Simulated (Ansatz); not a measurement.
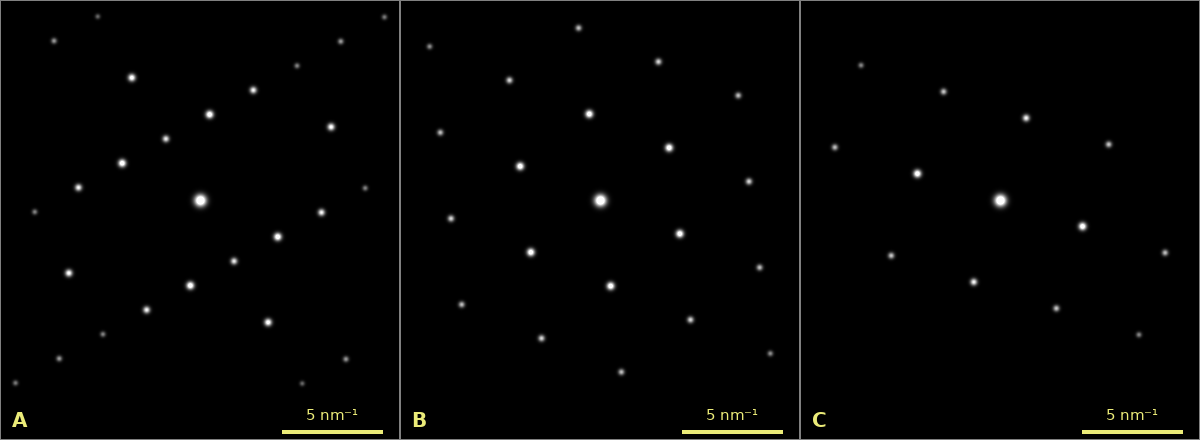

Simulated selected-area electron diffraction patterns (120 kV, kinematic approximation, thin crystal, B = 0.5 Å² for all atoms).

All three come from Ti, space group P6/mmm (No. 191), a = 4.615 Å, c = 2.856 Å (hexagonal axes). Structure: the geometry relaxed with DFT, BLYP, plane waves (420 eV) with PAW, scalar-relativistic in Ansatz; the starting structure was generated, so it need not be a known form of this composition.

| atom | site | symmetry | x | y | z |
| --- | --- | --- | --- | --- | --- |
| Ti | 1a | 6/mmm | 0.0000 | 0.0000 | 0.0000 |
| Ti | 2d | -6m2 | 0.3333 | 0.6667 | 0.5000 |

Q: Assign the zone axes [001], [100], [212] to A, B and C.

A: A is [100]: rectangular net of 0 1 0 (itself too weak to see) at d = 4.00 Å and 0 0 1 at d = 2.86 Å, at 90.0°. B is [001]: hexagonal net of 2 -1 0 at d = 2.31 Å and 1 1 0 at d = 2.31 Å, at 60.0°. C is [212]: rectangular net of -1 0 1 at d = 2.32 Å and -1 2 0 at d = 2.31 Å, at 90.0°.
